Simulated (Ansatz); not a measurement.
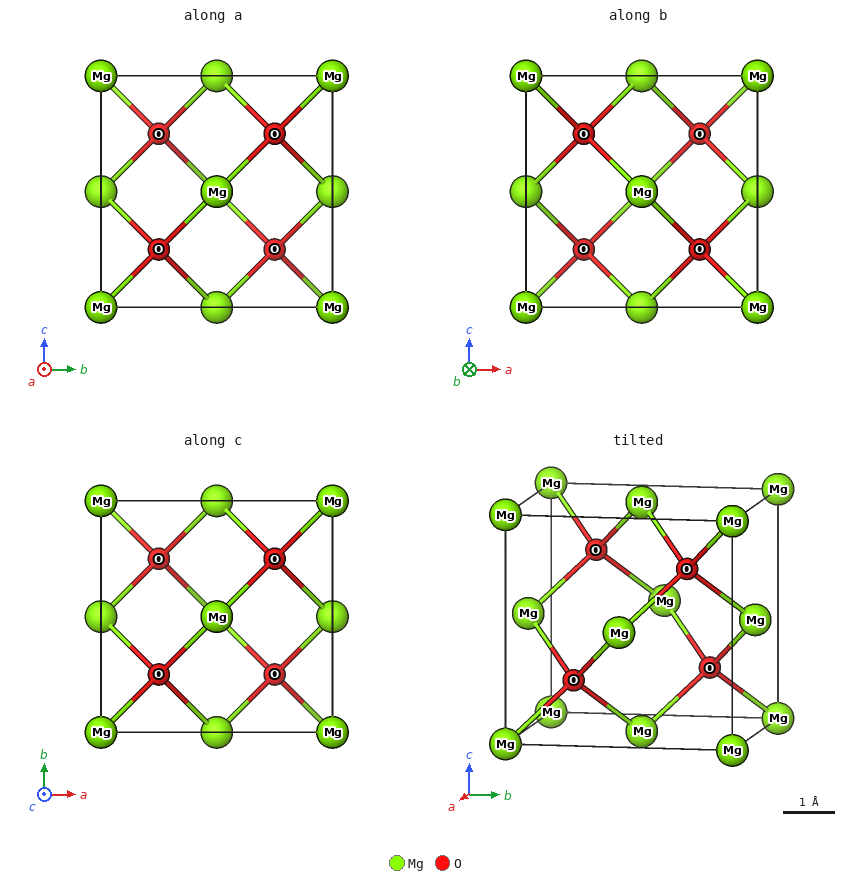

Ball-and-stick drawing of the structure, looking along the a axis, along the b axis, along the c axis and slightly off an axis. The edges of the conventional unit cell are marked.

Lattice parameters: a = 4.612 Å, b = 4.612 Å, c = 4.612 Å, α = 90.00°, β = 90.00°, γ = 90.00°.

**Reconstruct the structure as a table of Wyckoff sites.**

Space group F-43m (No. 216).
| atom | site | x | y | z |
| --- | --- | --- | --- | --- |
| Mg | 4a | 0.0000 | 0.5000 | 0.5000 |
| O | 4d | 0.2500 | 0.2500 | 0.7500 |

It goes back to a structure type filled with these elements by a generator (whether the compound takes this form wasn't checked). The final geometry of a relaxation with DFT PBE, scalar-relativistic, plane waves, PAW in Ansatz 0.2.0 is shown.
